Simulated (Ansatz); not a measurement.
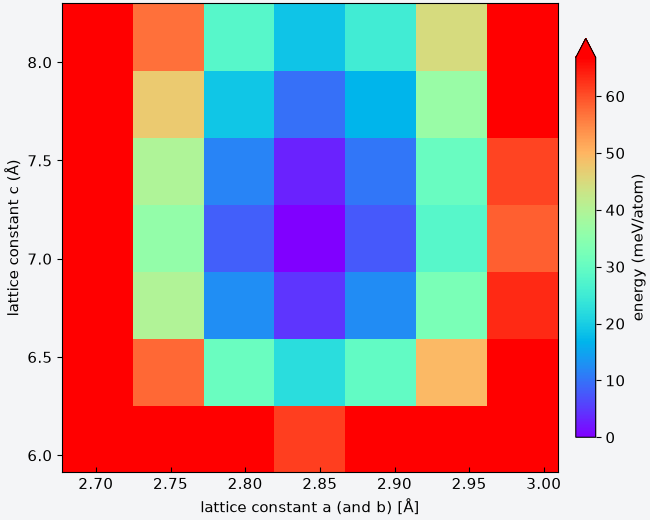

Energy landscape of Br (I4/mmm, No. 139; 1 atom in the cell). The energy is mapped over the lattice constants a and c of the conventional cell. Coordinates scanned: (1) lattice constant a (and b); (2) lattice constant c. Nothing is relaxed (symmetry fixes all fractional coordinates). The grid has 7 × 7 points. Energies are in meV/atom, from the lowest grid point. The D3 coefficients switch with the coordination numbers inside this range, which puts artificial structure into the map. The runs have no spin polarisation; a magnetic state may lie lower. Computed with Ansatz 0.2.0, DFT PBE+D3(BJ), scalar-relativistic, plane waves, PAW. Settings: cutoff 420 eV, k-mesh 22×22×22, gaussian smearing 0.15 eV, no spin polarisation.

The picture shows one coloured cell a grid point, one colour for all values above the top of the scale. 

**Summarise what can be read from the map.**

The lowest grid point is at lattice constant a (and b) = 2.843 Å, lattice constant c = 7.106 Å. The highest grid point, lattice constant a (and b) = 2.701 Å, lattice constant c = 6.083 Å, lies 149 meV/atom above the lowest.

Grid values (meV/atom):

```csv
"lattice constant c ↓, lattice constant a (and b) →",2.701,2.748,2.796,2.843,2.891,2.938,2.986
8.130,110,57,28,19,25,45,75
7.789,100,47,19,10,17,37,67
7.447,91,40,12,3,10,30,61
7.106,87,36,8,0,8,28,59
6.765,90,40,13,5,12,33,63
6.424,108,58,31,22,30,49,79
6.083,149,99,71,61,67,86,114
```

Time for the 49 points that were run: 4.9 min on 1 thread of Intel(R) Xeon(R) 6975P-C (Granite Rapids), on a shared host.
